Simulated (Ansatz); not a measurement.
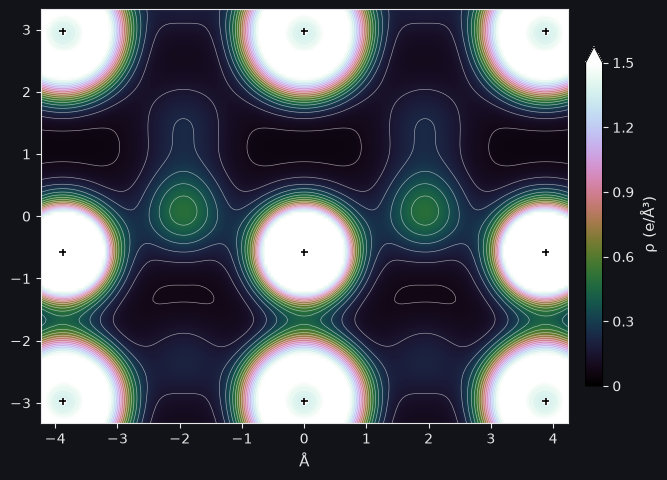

The valence electron density on a plane through atoms (crosses mark nuclei in the plane).

Method: DFT LDA, plane waves, PAW in Ansatz 0.2.0.

Candidates:
A. La2O3, a = 3.88 Å, b = 3.88 Å, c = 5.95 Å, α = 90.00°, β = 90.00°, γ = 120.00°. Space group P-3m1; a structure from a database of computed crystals, not necessarily the ambient phase.
B. La, a = 3.75 Å, b = 3.75 Å, c = 6.07 Å, α = 90.00°, β = 90.00°, γ = 120.00°. Space group P6₃/mmc.

Q: Which system is this?

A: Candidate A: La2O3 on the (010) plane of the conventional cell, which holds La and O. La–O (2.40 Å): ρ is about 0.48 e/Å³ halfway, with its minimum of 0.43 e/Å³ about 1.3 Å from La.
